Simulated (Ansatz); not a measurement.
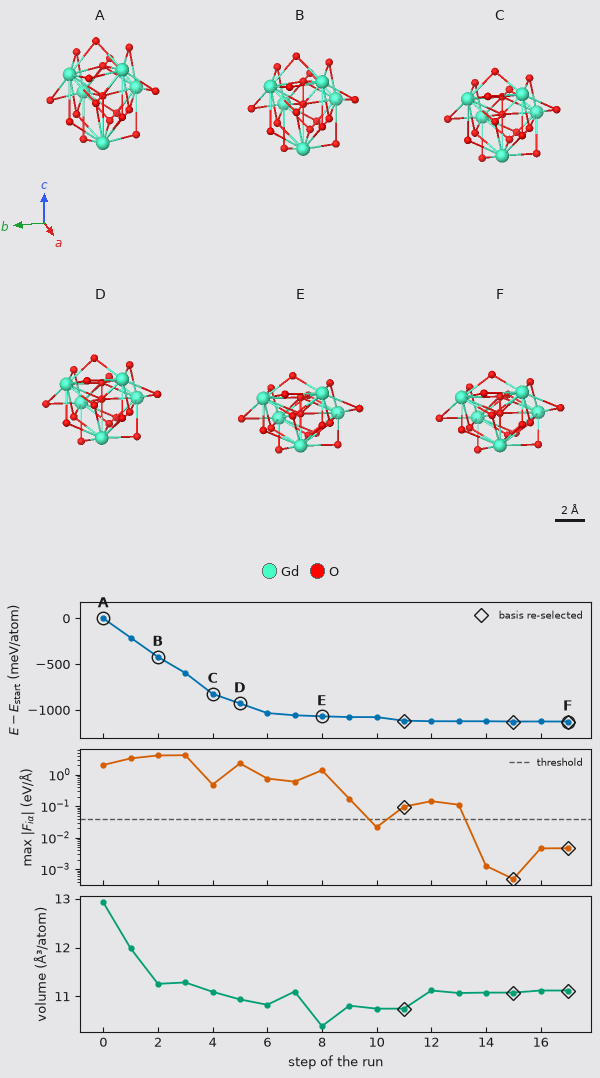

Frames of a relaxation of a crystal of GdO$_{4}$ (a generated structure, set up in I4/mmm) (coarse preliminary run), marked on the history of the run. A ball-and-stick model of the atoms within 4.2 Å of the atom that moves most (axes of the conventional cell (2 times the calculation's cell)), seen from a free direction. Lengths and directions refer to the drawn axes.

Level of theory: DFT PBE, scalar-relativistic, plane waves, PAW in Ansatz.

The input:
```yaml
crystal:
  lattice:
    - [-1.88261998, 1.88261998, 4.55814517]
    - [1.88261998, -1.88261998, 4.55814517]
    - [1.88261998, 1.88261998, -4.55814517]
  atoms:
    - { symbol: Gd, position: [0.0, 0.0, 0.0], spin: 7.0 }
    - { symbol: O, position: [0.38, 0.38, 0.0] }
    - { symbol: O, position: [0.62, 0.62, 0.0] }
    - { symbol: O, position: [0.75, 0.25, 0.5] }
    - { symbol: O, position: [0.25, 0.75, 0.5] }
basis:
  ecutwfc: 420
kpoints:
  mp_grid: { grid: [6, 6, 6] }
hamiltonian:
  xc: pbe
scf:
  occupations: { method: gaussian, width: 0.1 }
  lower_state_search: "off"
output:
  forces: true
  stress: true
  eigenvalues: true
  populations: true
magnetization:
  spin_polarized: true
relax:
  adjacent_minimum: "off"
  f_tol: 0.04
  max_steps: 70
  cell: { stress_tol: 0.4 }
```

Command:
```bash
ansatz run input.yaml --threads 1 --pin off --max-ram 2560MiB --backend cpu --events-out ev --progress --plain --runs-dir out
```

**What happens along the run?**

The largest moves relative to the cell, 0.11 Å, are those of O2 and O3. O2 goes along +c. Gd stays in place. The volume changes by −14.0 %, with a = b 3.765 → 4.325 Å (+14.9 %), c 9.116 → 5.944 Å (−34.8 %). Near-neighbour distances that change, for instance: Gd1–O2 3.464 → 2.366 Å, O2–O3 2.188 → 1.212 Å, Gd1–O4 2.956 → 2.624 Å, Gd1–O2 (another image) 2.878 → 3.118 Å. New bonds form: O2–O3 (2.19 → 1.21 Å). Among the angles between lasting bonds that change: Gd1–O4–Gd1 79.1° → 111.0°, Gd1–O2–Gd1 135.3° → 157.6°, Gd1–O4–Gd1 126.5° → 108.7°. The space group stays I4/mmm (No. 139). Over 14 accepted moves (17 points after the start) the energy falls by 1125 meV per atom. Largest force component: 2 eV/Å at the start, 0.0046 eV/Å at the end. Pressure: −14.71 GPa at the start and −0.02 GPa at the end. At 3 points the geometry stayed and the basis and grid were re-selected for the new cell (energy shift of 38.8 meV per atom at most each time). The run may lie on a higher electronic state than the lowest, so the end point isn't shown to be the ground-state structure. From step 0 to 2: O atoms move most (0.15 Å), volume −12.9 %, energy −420 meV per atom. From step 2 to 4: O atoms move most (0.10 Å), volume −1.4 %, energy −403 meV per atom. From step 4 to 5: volume −1.4 %, energy −104 meV per atom. From step 5 to 8: O atoms move most (0.08 Å), volume −5.0 %, energy −141 meV per atom. From step 8 to 17: volume +7.0 %, energy −56.7 meV per atom.

```json
{"step": "0", "E − E(0), meV/atom": "0.00", "largest force component, eV/Å": "2.0305", "pressure, GPa": "-14.71", "volume, Å³/atom": "12.924", "note": ""}
{"step": "1", "E − E(0), meV/atom": "-209.90", "largest force component, eV/Å": "3.2779", "pressure, GPa": "-9.95", "volume, Å³/atom": "11.984", "note": ""}
{"step": "2", "E − E(0), meV/atom": "-420.43", "largest force component, eV/Å": "4.0656", "pressure, GPa": "-4.06", "volume, Å³/atom": "11.257", "note": ""}
{"step": "3", "E − E(0), meV/atom": "-595.07", "largest force component, eV/Å": "4.1376", "pressure, GPa": "-4.63", "volume, Å³/atom": "11.286", "note": ""}
{"step": "4", "E − E(0), meV/atom": "-823.65", "largest force component, eV/Å": "0.4854", "pressure, GPa": "0.95", "volume, Å³/atom": "11.094", "note": ""}
{"step": "5", "E − E(0), meV/atom": "-927.63", "largest force component, eV/Å": "2.2724", "pressure, GPa": "4.50", "volume, Å³/atom": "10.938", "note": ""}
{"step": "6", "E − E(0), meV/atom": "-1033.08", "largest force component, eV/Å": "0.7553", "pressure, GPa": "0.58", "volume, Å³/atom": "10.828", "note": ""}
{"step": "7", "E − E(0), meV/atom": "-1057.22", "largest force component, eV/Å": "0.6000", "pressure, GPa": "-4.16", "volume, Å³/atom": "11.099", "note": ""}
{"step": "8", "E − E(0), meV/atom": "-1068.50", "largest force component, eV/Å": "1.3762", "pressure, GPa": "6.95", "volume, Å³/atom": "10.391", "note": ""}
{"step": "9", "E − E(0), meV/atom": "-1076.56", "largest force component, eV/Å": "0.1717", "pressure, GPa": "-0.98", "volume, Å³/atom": "10.811", "note": ""}
{"step": "10", "E − E(0), meV/atom": "-1077.38", "largest force component, eV/Å": "0.0216", "pressure, GPa": "-0.11", "volume, Å³/atom": "10.749", "note": ""}
{"step": "11", "E − E(0), meV/atom": "-1116.22", "largest force component, eV/Å": "0.0971", "pressure, GPa": "3.89", "volume, Å³/atom": "10.749", "note": "same geometry, new basis"}
{"step": "12", "E − E(0), meV/atom": "-1121.99", "largest force component, eV/Å": "0.1442", "pressure, GPa": "-0.45", "volume, Å³/atom": "11.121", "note": ""}
{"step": "13", "E − E(0), meV/atom": "-1122.38", "largest force component, eV/Å": "0.1117", "pressure, GPa": "0.01", "volume, Å³/atom": "11.069", "note": ""}
{"step": "14", "E − E(0), meV/atom": "-1122.36", "largest force component, eV/Å": "0.0013", "pressure, GPa": "-0.01", "volume, Å³/atom": "11.078", "note": ""}
{"step": "15", "E − E(0), meV/atom": "-1125.19", "largest force component, eV/Å": "0.0005", "pressure, GPa": "0.40", "volume, Å³/atom": "11.078", "note": "same geometry, new basis"}
{"step": "16", "E − E(0), meV/atom": "-1125.00", "largest force component, eV/Å": "0.0046", "pressure, GPa": "-0.04", "volume, Å³/atom": "11.120", "note": ""}
{"step": "17", "E − E(0), meV/atom": "-1125.25", "largest force component, eV/Å": "0.0046", "pressure, GPa": "-0.02", "volume, Å³/atom": "11.120", "note": "same geometry, new basis"}
```
